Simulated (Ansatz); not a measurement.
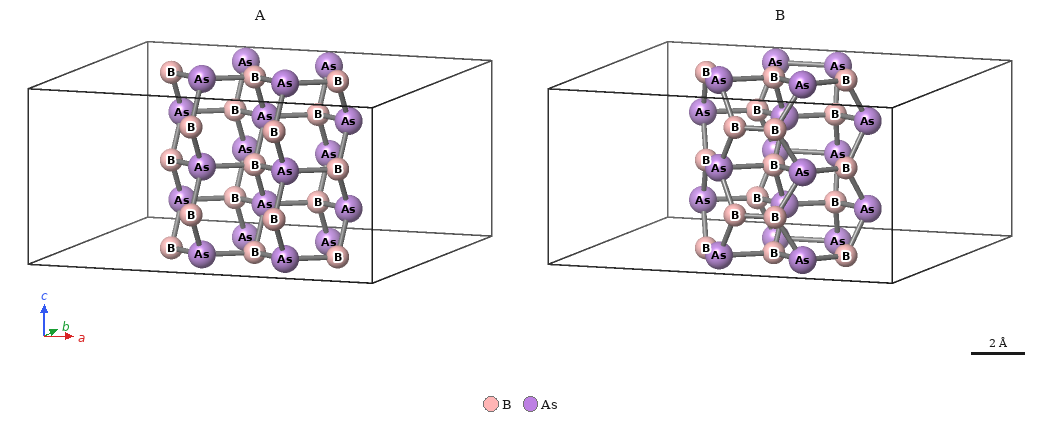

Two geometries of a wire of composition BAs, drawn at one scale. One is the start of a relaxation, the other its converged end. Style: ball-and-stick. Shown: the 2 repeat of the cell, with the vacuum cut short, slightly off an axis.

All numbers below come from DFT PBEsol, scalar-relativistic, plane waves, PAW in Ansatz 0.2.0. (plane-wave cutoff 420 eV; k-point mesh 1 × 1 × 10; occupations gaussian; smearing width 0.05 eV; collinear spin; cell relaxed at fixed a, b, alpha, beta, gamma; force threshold 0.02 eV/Å; at most 45 steps)

Question: Which of the two is the end point?

Answer: Structure B is the relaxed one. Case: wire along [1 1 0], 14 atoms a period. The largest moves relative to the centre of the atoms, 0.91 Å, are those of B atoms. By element the largest moves are B 0.91 Å, As 0.43 Å. Along the periodic axis the drawn cell goes c 6.743 → 6.740 Å (0.0 %). Some distances before and after: B–B 3.371 → 1.628 Å, As–As 3.371 → 2.519 Å, As–B 2.065 → 2.198 Å, As–B 2.065 → 2.001 Å. New bonds form, among them: As–As (3.37 → 2.52 Å), B–B (3.37 → 1.63 Å). Bond angles that change, for instance: B–As–B 109.5° → 81.9°, B–As–B 109.5° → 84.7°, B–As–B 109.5° → 93.8°. The energy falls by 5.950 eV per cell of the calculation in 13 accepted moves (14 points after the start). Largest force component: 2.1 eV/Å at the start, 0.0025 eV/Å at the end. The SCF was repeated once at an unchanged geometry on a basis and grid sized afresh for the cell, which shifted the energy by 0.1 meV per cell of the calculation at most. The program noted that the starting moments weren't kept. The run took 9.3 min on 4 threads of Arm Neoverse V2 (shared host), peak memory 2 GiB.
